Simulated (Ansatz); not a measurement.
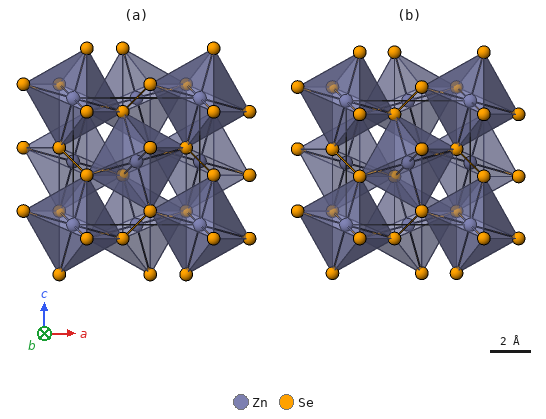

The structure of crystalline ZnSe2 (set up in Pa-3) before (left) and after (right) a relaxation, at one scale.

Style: polyhedral. Shown: the cell of the calculation, along the b axis.

Method: DFT PBEsol, scalar-relativistic, plane waves, PAW in Ansatz.

Input file:
```yaml
crystal:
  lattice:
    - [6.374129, 0.0, 0.0]
    - [0.0, 6.374129, 0.0]
    - [0.0, 0.0, 6.374129]
  atoms:
    - { symbol: Zn, position: [0.5, 0.5, 0.0] }
    - { symbol: Zn, position: [0.5, 0.0, 0.5] }
    - { symbol: Zn, position: [0.0, 0.5, 0.5] }
    - { symbol: Zn, position: [0.0, 0.0, 0.0] }
    - { symbol: Se, position: [0.108523, 0.891477, 0.391477] }
    - { symbol: Se, position: [0.891477, 0.391477, 0.108523] }
    - { symbol: Se, position: [0.391477, 0.108523, 0.891477] }
    - { symbol: Se, position: [0.608523, 0.608523, 0.608523] }
    - { symbol: Se, position: [0.891477, 0.108523, 0.608523] }
    - { symbol: Se, position: [0.108523, 0.608523, 0.891477] }
    - { symbol: Se, position: [0.608523, 0.891477, 0.108523] }
    - { symbol: Se, position: [0.391477, 0.391477, 0.391477] }
basis:
  ecutwfc: 420
kpoints:
  mp_grid: { grid: [4, 4, 4] }
hamiltonian:
  xc: pbesol
scf:
  occupations: { method: gaussian, width: 0.02 }
output:
  forces: true
  stress: true
  eigenvalues: true
relax:
  adjacent_minimum: "off"
  f_tol: 0.005
  max_steps: 80
  cell: { stress_tol: 0.05 }
```

Run as
```bash
ansatz run input.yaml --threads 4 --pin off --max-ram 12288MiB --backend cpu --events-out ev --progress --plain --runs-dir out
```

### Describe what moved and what it gained.

The energy falls by 16.9 meV per atom in 3 accepted moves (4 points after the start). Largest force component: 0.025 eV/Å at the start, 0.00013 eV/Å at the end. The pressure goes from −3.83 to −0.01 GPa. The SCF was repeated once at an unchanged geometry on a basis and grid sized afresh for the cell, which shifted the energy by 0.4 meV per atom at most. The largest moves relative to the cell, 0.016 Å, are those of 8 atoms (Se5, Se6, Se7, Se8 and others). Se12 goes along [−1 −1 −1]. Zn stays in place. Cell: a = b = c 6.374 → 6.239 Å (−2.1 %). Volume −6.2 %. Among the contacts that change: Zn1–Se10 2.680 → 2.620 Å, Se5–Se9 2.396 → 2.377 Å. The space group stays Pa-3 (No. 205). Cost: 24 s on 4 threads of Arm Neoverse V2, on a shared host, peak memory 0.98 GiB.
